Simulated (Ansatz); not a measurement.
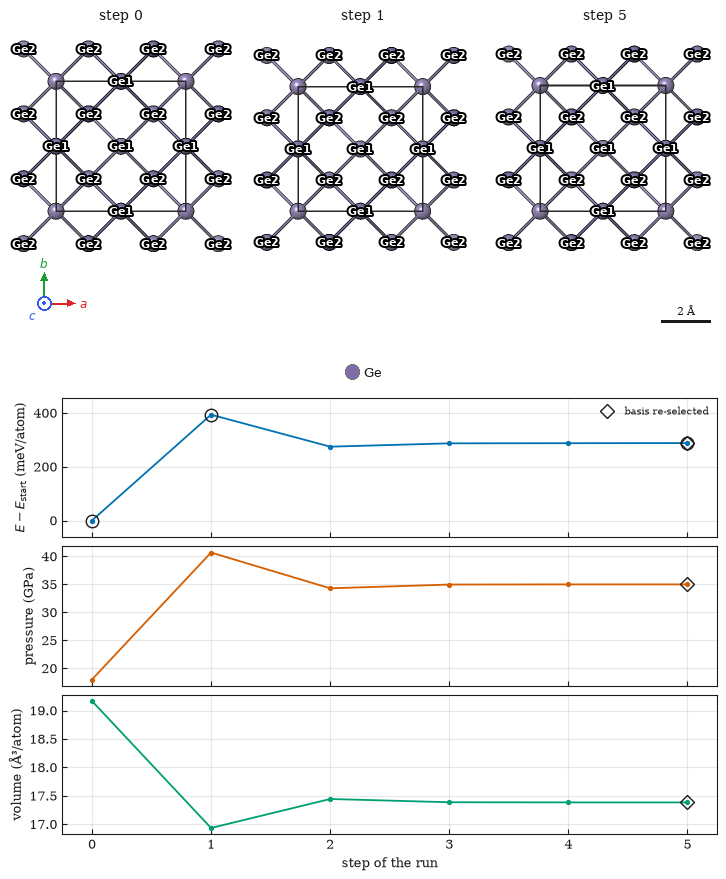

Frames of a relaxation of a crystal of Ge (set up in Fd-3m), marked on the history of the run. The picture is a ball-and-stick view of the conventional cell (4 times the calculation's cell), seen along the c axis. Lengths and directions refer to the drawn axes.

Case: relaxed at 35 GPa.

These are results of DFT PBEsol, scalar-relativistic, plane waves, PAW (Ansatz), not measurements.

The input:
```yaml
crystal:
  lattice:
    - [0.0, 2.676252587, 2.676252587]
    - [2.676252587, 0.0, 2.676252587]
    - [2.676252587, 2.676252587, 0.0]
  atoms:
    - { symbol: Ge, position: [0.5, 0.5, 0.5] }
    - { symbol: Ge, position: [0.75, 0.75, 0.75] }
basis:
  ecutwfc: 420
kpoints:
  mp_grid: { grid: [12, 12, 12] }
hamiltonian:
  xc: pbesol
scf:
  occupations: { method: gaussian, width: 0.01 }
output:
  forces: true
  stress: true
  eigenvalues: true
relax:
  adjacent_minimum: "off"
  f_tol: 0.001
  max_steps: 60
  cell: { stress_tol: 0.02, p_target: 35.0 }
```

Launched with:
```bash
ansatz run input.yaml --threads 1 --pin off --max-ram 3072MiB --backend cpu --events-out ev --progress --plain --runs-dir out
```

What happens along the run?

Answer. No atom moves by more than 0.005 Å relative to the cell. The drawn cell changes as follows: a = b = c 5.353 → 5.181 Å (−3.2 %); the volume changes by −9.3 %. Near-neighbour distances that change, for instance: Ge1–Ge2 2.318 → 2.243 Å. The space group stays Fd-3m (No. 227). After 4 accepted moves (5 points after the start) the energy has risen by 288 meV per atom. With the target pressure of 35 GPa, the enthalpy E + pV changes by −102 meV per atom. All forces vanish by symmetry, so only the cell relaxes. Pressure: 18.00 GPa at the start and 35.00 GPa at the end. The SCF was repeated once at an unchanged geometry on a basis and grid sized afresh for the cell, which shifted the energy by 0.4 meV per atom at most. Cost: 35 s on 1 thread of AMD EPYC 7571, with other jobs on the host, peak memory 0.41 GiB. From step 0 to 1: volume −11.7 %, energy +394 meV per atom. From step 1 to 5: volume +2.7 %, energy −106 meV per atom.
